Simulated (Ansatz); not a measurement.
# Single-point calculation of Bi₂Te₃

Bi₂Te₃ (5 atoms in the cell), computed with DFT PBEsol, scalar-relativistic, plane waves, PAW, no spin polarisation (Ansatz 0.2.0).

The structure derives from a Materials Project entry.

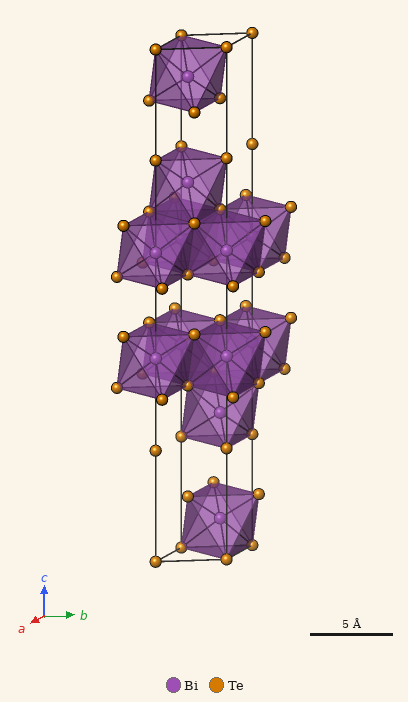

**Figure 1.** The structure as given in the input (polyhedral view of the cell 3 times as large as that of the calculation, set on its symmetry axes, seen slightly off an axis; polyhedra are completed across the faces of the cell). An atom can appear more than once, as a periodic image.

**Input file**
```yaml
crystal:
  lattice:
    - [2.2090652234, 1.2754044014, 10.7524330131]
    - [-2.2090652234, 1.2754044014, 10.7524330131]
    - [0.0, -2.5508088028, 10.7524330131]
  atoms:
    - { symbol: Bi, position: [0.60317023, 0.60317023, 0.60317023] }
    - { symbol: Bi, position: [0.39682977, 0.39682977, 0.39682977] }
    - { symbol: Te, position: [0.78319226, 0.78319226, 0.78319226] }
    - { symbol: Te, position: [0.0, 0.0, 0.0] }
    - { symbol: Te, position: [0.21680774, 0.21680774, 0.21680774] }
basis:
  ecutwfc: 420
kpoints:
  mp_grid: { grid: [6, 6, 6] }
hamiltonian:
  xc: pbesol
scf:
  occupations: { method: gaussian, width: 0.1 }
output:
  forces: true
  stress: true
  eigenvalues: true
```

Run on 2 threads of Intel Xeon (Sapphire Rapids), 32 GiB of memory available, shared host.

Command:
```bash
ansatz run input.yaml --threads 2 --pin off --max-ram 5120MiB --backend cpu --events-out ev --progress --plain --runs-dir out
```

**Output**
```
basis.fft_grid_basis auto: the FFT boxes are laid along the combinations [[1, 0, -1], [0, 1, -1], [0, 0, 1]] of the cell's own vectors, 4.418, 4.418 and 11.051 Å long. The dense box has 30×30×75 points. Along the cell's own vectors, as sized, it would have 75×75×75, 6.25 times as many. Of the 12 symmetry operations that the crystal satisfies within crystal.symmetry.tolerance (time reversal apart; of a slab, those that keep its plane) the dense box along the cell's own vectors carries 12, and the one as laid loses 8 of those. basis.fft_grid_basis: typed keeps the cell's own vectors: state it where this run's energies or levels are differenced outside the engine with another run's, or held beside a run that keeps those vectors.
Engine: ansatz 0.2.0, x86_64-unknown-linux-gnu
Pseudopotentials: kind: paw
Pseudopotential: Bi, paw, valence charge 15, recommended cutoff 420 eV (normal), Bi.paw.azcp
Pseudopotential: Te, paw, valence charge 16, recommended cutoff 420 eV (normal), Te.paw.azcp
Functional definition: PBEsol
  exchange = pbesol_x
  correlation = pbesol_c
Crystal: 5 atoms, lattice volume = 181.767 Å³
Basis set: ecut = 420 eV, 3581 PW (Γ), FFT grids on a1−a3, a2−a3, a3, exchange–correlation on 60×60×150 points (8 copies of the dense FFT grid, shifted against one another)
Bands: 47, of which v1, the nominal top of the filled ones, is band 39 counted from 1 (38 counted from 0)
Symmetry: 12 space group operations
Space group: R-3m (ITA 166), of the structure as read, at distance tolerance 5.7e-5 Å
k-points: 32 of 216
Non-local potential: Bi, projectors of the file, l = 0: 2, l = 1: 2, l = 2: 2, l = 3: 2
Non-local potential: Te, projectors of the file, l = 0: 2, l = 1: 2, l = 2: 2, l = 3: 2
PAW form: soft (Blöchl's): semilocal exchange-correlation on the pseudo side does not see the compensation charge
PAW frozen core: Bi, regenerated for the run's functional, and the local potential with it (the file was generated under x = pbe(κ = 0.804, μ = 0.2195149727645171), c = pbe(β = 0.06672455060314922))
PAW frozen core: Te, regenerated for the run's functional, and the local potential with it (the file was generated under x = pbe(κ = 0.804, μ = 0.2195149727645171), c = pbe(β = 0.06672455060314922))
PAW one-centre angular grid: Bi, 590 points (default); XC on 64 Gauss nodes
PAW one-centre angular grid: Te, 590 points (default); XC on 64 Gauss nodes
Initial density: superposition of atomic densities (neutral atoms: chi_scale 0, normalization atom), corrected by the library's trained network
Initial wavefunctions: pseudopotential atomic-orbital guess
Functional: x = pbesol(κ = 0.804, μ = 0.12345679012345678), c = pbesol(β = 0.046)
SCF iter   1: F=—  HF=-45189.582510 eV  |F-HF|=—  |Δ(HF+E_count)|=         —  Δρ=2.00e-3  dr2=1.23e-2  ethr=1.77e-3  ⟨swp⟩=9.1  Hψ=6504  notcnv=0
preconditioner: auto → Resta (q_TF=auto, 2.369 Å⁻¹)  ε∞=4.1  [insulator: Δε(μ)=0.535 eV  Ē_g=8.282 eV  σ=0.100 eV  W_gap=1.00  n_scr=44 (ndim 8)  ℏωp=14.6 eV  f_vac=0.041  D(μ)=0.00/eV (n_scr^D=0)  ε∞_Penn≈4.1]
SCF iter   2: F=—  HF=-45189.575998 eV  |F-HF|=—  |Δ(HF+E_count)|=   6.51e-3  Δρ=1.05e-3  dr2=2.29e-3  ethr=1.58e-5  ⟨swp⟩=2.0  Hψ=2527  notcnv=0
SCF iter   3: F=—  HF=-45189.575873 eV  |F-HF|=—  |Δ(HF+E_count)|=   1.25e-4  Δρ=2.96e-4  dr2=2.68e-4  ethr=2.94e-6  ⟨swp⟩=2.0  Hψ=2413  notcnv=0
automatic band count: iteration 3 solves 46 bands in place of 47: the levels show a gap, and the empty bands left out lie too high to hold charge; the band table lists the bands solved (type scf.n_extra_bands for more)
SCF iter   4: F=—  HF=-45189.575902 eV  |F-HF|=—  |Δ(HF+E_count)|=   2.93e-5  Δρ=1.53e-4  dr2=9.82e-5  ethr=3.44e-7  ⟨swp⟩=2.1  Hψ=1742  notcnv=0
SCF iter   5: F=—  HF=-45189.576036 eV  |F-HF|=—  |Δ(HF+E_count)|=   1.34e-4  Δρ=7.42e-5  dr2=6.09e-5  ethr=1.26e-7  ⟨swp⟩=2.2  Hψ=1818  notcnv=0
SCF iter   6: F=—  HF=-45189.576037 eV  |F-HF|=—  |Δ(HF+E_count)|=   7.09e-7  Δρ=2.26e-5  dr2=2.96e-6  ethr=7.80e-8  ⟨swp⟩=1.7  Hψ=1552  notcnv=0
SCF iter   7: F=—  HF=-45189.576038 eV  |F-HF|=—  |Δ(HF+E_count)|=   1.74e-6  Δρ=5.38e-6  dr2=1.35e-7  ethr=3.80e-9  ⟨swp⟩=2.0  Hψ=1898  notcnv=0
SCF iter   8: F=-45189.576038 eV  HF=-45189.576038 eV  |F-HF|=4.58e-9  |Δ(HF+E_count)|=   1.61e-7  Δρ=1.60e-6  dr2=8.48e-9  ethr=1.28e-10  ⟨swp⟩=8.8  Hψ=6208  notcnv=0
SCF 1 converged in 8 iterations: F = -45189.576038 eV  dr2 = 8.48e-9
  greatest PAW one-centre occupation: 0.998 electrons in one spin orbital (limit 2), on the Te atom at site 4 (counted from 0), in its partial waves of l = 2
```

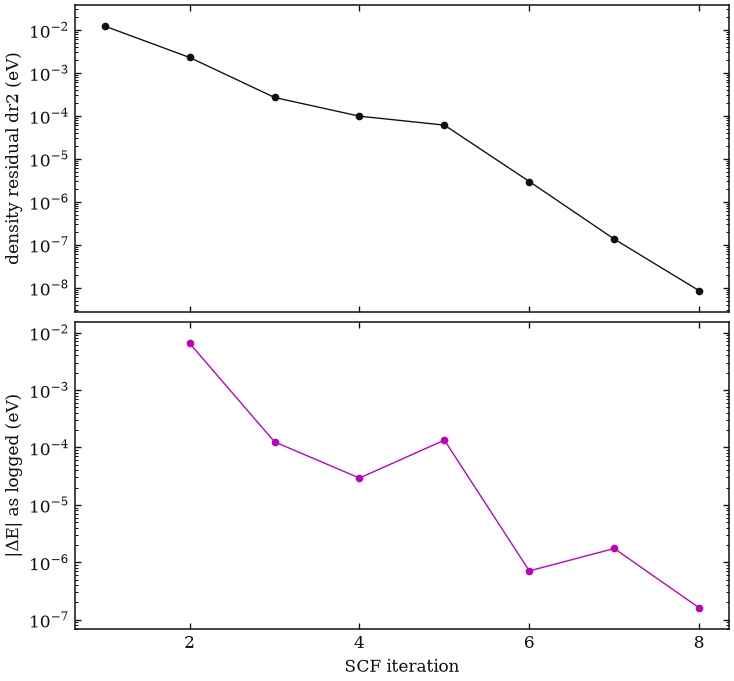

**Figure 2.** Convergence of the self-consistent field: density residual dr2 and size of the energy change against the SCF iteration. The residual falls at every step.

```
SCF converged after 8 iterations
Free energy (F): -45189.576038 eV
Harris-Foulkes:  -45189.576038 eV  (|F-HF|=4.58e-9)
Internal energy: -45189.576038 eV  (E = F + TS)
E sigma→0 (E₀):  -45189.576038 eV
Entropy (-TS):   -0.000000 eV (-0.000 meV/atom)
Fermi energy:    8.093062 eV
--- Per-component energies (eV) ---
  E_band       = -1073.007237
  E_kinetic    = 1143.661623
  E_local      = -7523.568136  (includes V_loc(G=0)·N_el)
  E_nonlocal   = 202.866329
  E_hartree    = 3709.605174
  E_xc         = -670.257188
  E_vxc        = -599.931336  (∫ρ·V_xc dr)
  E_paw        = -34772.606014  (= ΣΔE_a)
  E_vpaw       = -1715.246362  (= ΣTr[D̂ρ^β])
  E_aug_tail   = -0.001455  (compensation charges beyond the density's cutoff)
  E_ewald      = -7280.580323
  E_core_change = 1.303950  (= ΣΔE_core)
  E_smearing   = -0.000000  (= −TS)
  E_closure    = 0.000000  (closes the sum)
  Σ components = -45189.576038   (vs F -45189.576038, Δ=0.00e0)
--- Forces (eV/Å), atoms counted from 1 ---
  atom   1  Bi     0.00000000    -0.00000000     0.06900813
  atom   2  Bi     0.00000000     0.00000000    -0.06900813
  atom   3  Te     0.00000000    -0.00000000    -0.00456216
  atom   4  Te     0.00000000     0.00000000    -0.00000000
  atom   5  Te     0.00000000     0.00000000     0.00456216
  max |Σ_I F_I| component: 1.16e-18 eV/Å
--- Stress (GPa, compression-positive) ---
       -1.505029       0.000000       0.000000
        0.000000      -1.505029      -0.000000
        0.000000      -0.000000      -1.550997
  P = ⅓ Tr σ = -1.5204 GPa (-15.204 kbar)
--- Band table (eV; the first three rows and the last of 32) ---
  k-point 0: bands = ["-28.3946", "-28.3946", "-28.3943", "-28.3943", "-28.3847", "-28.3847", "-28.3840", "-28.3840", "-28.3796", "-28.3794", "-28.2478", "-28.2410", "-28.2410", "-28.2095", "-28.2095", "-14.9863", "-14.9863", "-14.9847", "-14.9847", "-14.9770", "-14.9759", "-14.9735", "-14.9735", "-14.9722", "-14.9722", "-5.0253", "-4.4788", "-2.9514", "-0.8958", "-0.1234", "6.0641", "6.0924", "6.4411", "6.4411", "6.5947", "6.5947", "7.2750", "7.2750", "7.8201", "8.3649", "8.9894", "8.9894", "9.9143", "10.1410", "10.1410", "13.0005"]
  k-point 1: bands = ["-28.3945", "-28.3943", "-28.3943", "-28.3940", "-28.3848", "-28.3848", "-28.3841", "-28.3839", "-28.3794", "-28.3793", "-28.2476", "-28.2411", "-28.2410", "-28.2095", "-28.2092", "-14.9885", "-14.9867", "-14.9840", "-14.9824", "-14.9759", "-14.9746", "-14.9741", "-14.9731", "-14.9728", "-14.9716", "-4.7910", "-4.2694", "-2.8116", "-1.0495", "-0.4182", "4.9478", "5.2020", "5.7288", "5.8386", "6.3579", "6.9313", "6.9747", "7.2350", "7.4928", "9.1639", "9.4210", "9.5580", "10.1407", "10.3235", "10.9595", "12.5060"]
  k-point 2: bands = ["-28.3945", "-28.3943", "-28.3938", "-28.3935", "-28.3849", "-28.3849", "-28.3843", "-28.3839", "-28.3791", "-28.3790", "-28.2474", "-28.2413", "-28.2411", "-28.2094", "-28.2087", "-14.9937", "-14.9915", "-14.9816", "-14.9794", "-14.9779", "-14.9760", "-14.9706", "-14.9699", "-14.9690", "-14.9690", "-4.1231", "-3.7152", "-2.5250", "-1.6739", "-1.1301", "3.6886", "4.6367", "4.9730", "5.2355", "5.7254", "5.8064", "6.8322", "7.2075", "7.3182", "8.9495", "9.6368", "9.9322", "10.7758", "11.1739", "11.7236", "12.0907"]
  k-point 31: bands = ["-28.3946", "-28.3946", "-28.3943", "-28.3943", "-28.3847", "-28.3847", "-28.3840", "-28.3840", "-28.3795", "-28.3794", "-28.2478", "-28.2410", "-28.2410", "-28.2095", "-28.2095", "-14.9863", "-14.9863", "-14.9847", "-14.9847", "-14.9770", "-14.9759", "-14.9735", "-14.9735", "-14.9722", "-14.9722", "-4.9749", "-4.5830", "-2.7721", "-1.2655", "0.1604", "5.6039", "6.4013", "6.4013", "6.6060", "6.6904", "6.6904", "7.1741", "7.1741", "7.5690", "8.6093", "9.1890", "9.1890", "9.8028", "9.9406", "9.9406", "13.0738"]
```

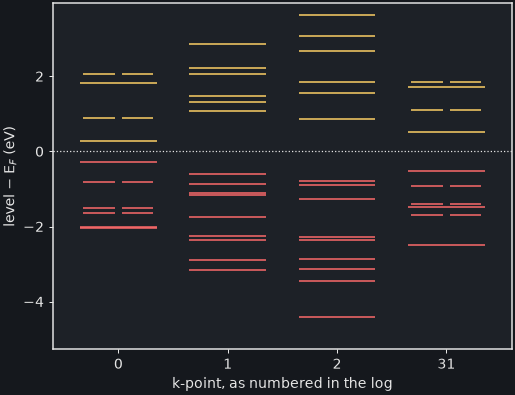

**Figure 3.** Kohn–Sham levels near the Fermi level (dotted) at the few k-points that the log prints; levels within 0.02 eV of each other stand side by side. Among these points the highest filled and lowest empty levels are 0.54 eV apart, which is the gap on the mesh.

**Summary**

| quantity | value |
| --- | --- |
| outcome | converged |
| space group (tolerance 0.01 Å) | R-3m (166) |
| electrons treated | 78 |
| free energy | −45189.5760 eV |
| Fermi energy | 8.093 eV |
| gap on the k-point mesh | 0.54 eV |
| pressure | −1.52 GPa |
| largest force (length of the vector) | 0.069 eV/Å |
| wall time | 8.2 s (CPU time 14 s) |
| peak memory | 0.62 GiB |

**Notes**

Spin–orbit coupling is left out, which matters for Bi.
